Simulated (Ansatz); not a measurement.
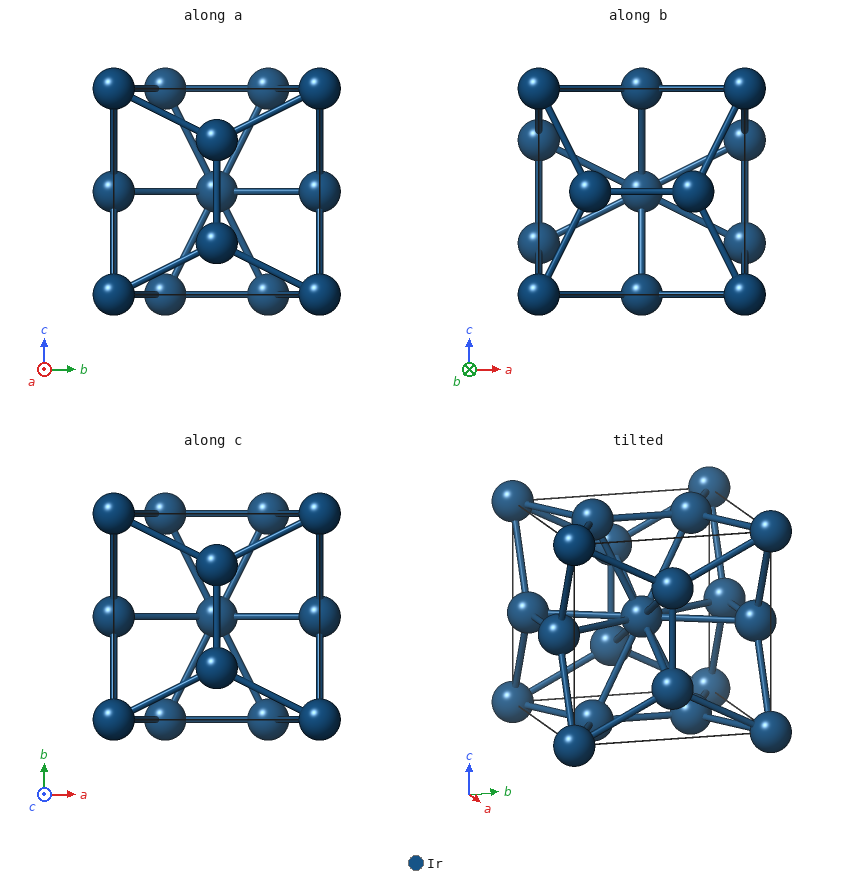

Ball-and-stick model, viewed along the a axis, along the b axis, along the c axis and slightly off an axis. One conventional unit cell is framed, with atoms on its boundary repeated.

Lattice parameters: a = 4.866 Å, b = 4.866 Å, c = 4.866 Å, α = 90.00°, β = 90.00°, γ = 90.00°.

Give the structure in the form of a table of Wyckoff sites.

Answer. Space group Pm-3n (No. 223).
| atom | site | x | y | z |
| --- | --- | --- | --- | --- |
| Ir | 2a | 0.0000 | 0.0000 | 0.0000 |
| Ir | 6c | 0.2500 | 0.0000 | 0.5000 |

The structure was taken from a structure type filled with this element by a generator (whether the element takes this form wasn't checked). Atoms and cell were optimised with DFT, LDA (PW92), plane waves (420 eV) with PAW, scalar-relativistic in Ansatz 0.2.0.
